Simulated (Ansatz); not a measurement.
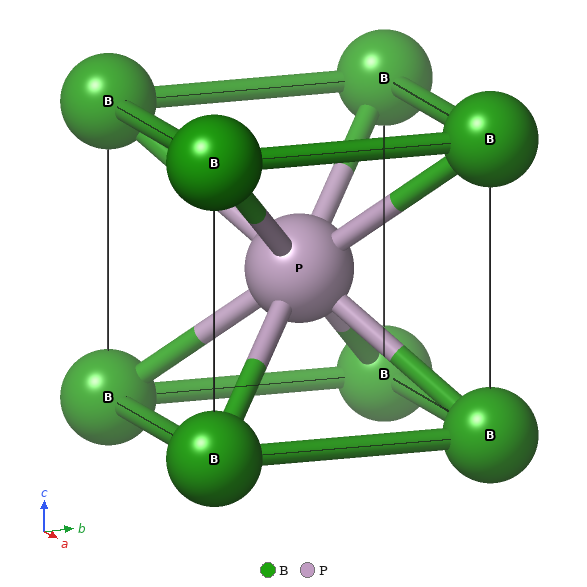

Shown here is a ball-and-stick view of the crystal, taken slightly off an axis. Lines trace the edges of the unit cell. Cell: a = 2.69 Å, b = 2.69 Å, c = 2.76 Å, α = 90.00°, β = 90.00°, γ = 90.00°.

The model was built from a structure type filled with these elements by a generator (whether the compound takes this form wasn't checked). Earlier steps of the study may have refined or changed the cell and positions. Ansatz was used for an electronic-structure calculation on it.

### Give a description of the structure.

The structure is one of BP. Strictly the space group is P4/mmm (No. 123, within 0.01 Å). It is a distorted form of a primitive cubic structure, space group Pm-3m (No. 221) within 0.25 Å: caesium chloride (CsCl, B2) type. It has 2 atoms to the cell (1 B, 1 P).

Theory: DFT PBE, scalar-relativistic, plane waves, PAW in Ansatz 0.2.0. Numerical settings: a kinetic-energy cutoff of 420 eV, the zone sampled with 20×20×20 points, Gaussian smearing of 0.1 eV, no spin polarisation.

### Is it conducting or gapped at this level?

A metal: bands cross the Fermi level.

### How charged are the atoms, by the Bader scheme?

B +0.03 e; P -0.03 e.

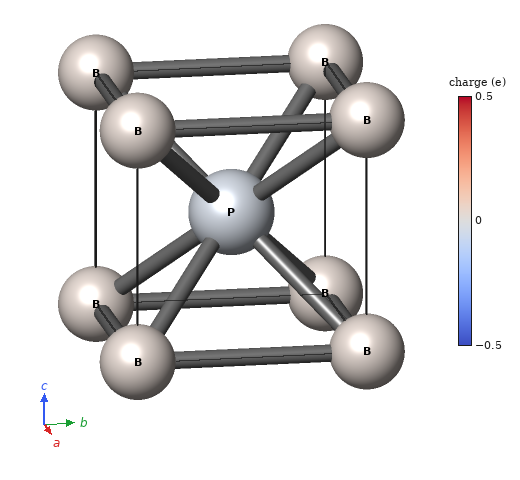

The atoms coloured by those charges. The run's cell of 2 atoms is drawn, so axes and origin can differ from the first picture.

### Does this geometry sit at a stationary point of the energy?

Yes. All forces vanish to within 0.01 eV/Å. The pressure is 0.0 GPa, close to zero.
